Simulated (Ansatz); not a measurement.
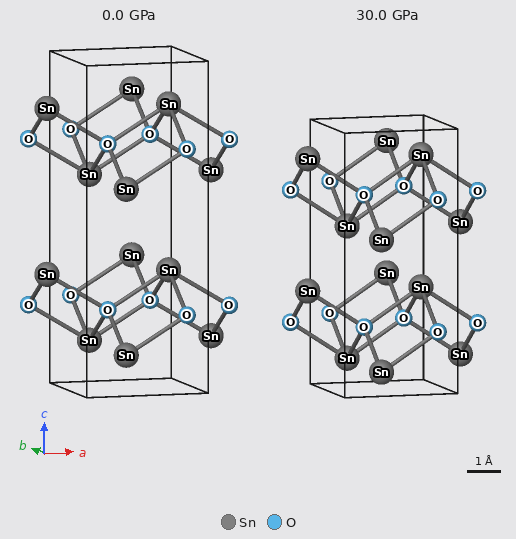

A crystal of SnO (set up in Cmce), relaxed (cell and atoms) at several target pressures. The picture shows the first and the last member. The picture is a ball-and-stick view of the cell of the calculation, seen slightly off an axis.

Computed with Ansatz 0.2.0: DFT PBE, scalar-relativistic, plane waves, PAW. Set-up: plane-wave cutoff 420 eV; k-point mesh 10 × 10 × 4; occupations gaussian; smearing width 0.1 eV; no spin polarisation; cell and atoms relaxed; force threshold 0.008 eV/Å.

```tsv
pressure (GPa)	volume (Å³/atom)	a (Å)	c (Å)
0.0	19.020	3.868	10.171
3.0	?	?	?
8.0	15.717	3.764	8.876
15.0	14.517	3.689	8.534
30.0	13.125	3.599	8.108
```

> Fill in the missing row.

Murnaghan's form V = V₀(1 + B′P/B₀)^(−1/B′), with V₀ = 19.020 Å³ from the row at zero pressure, fits the other rows with B₀ = 23.0 GPa and B′ = 5.79 (largest miss 0.004 Å³). At 3.0 GPa it gives 19.020 × (1 + 5.79 × 3.0/23.0)^(−1/5.79) = 17.259 Å³ per atom. The calculation gives 17.181 Å³/atom (a = 3.826 Å, c = 9.389 Å). The estimate is 0.078 Å³/atom too high. From the first member to the last: O–Sn 2.255 → 2.146 Å.

The whole series:

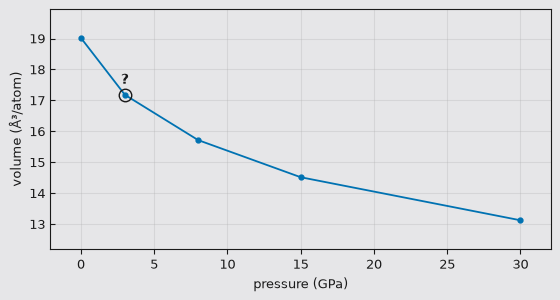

Limits of the set-up: layers or molecules are held without a dispersion correction, so their spacing is unreliable.
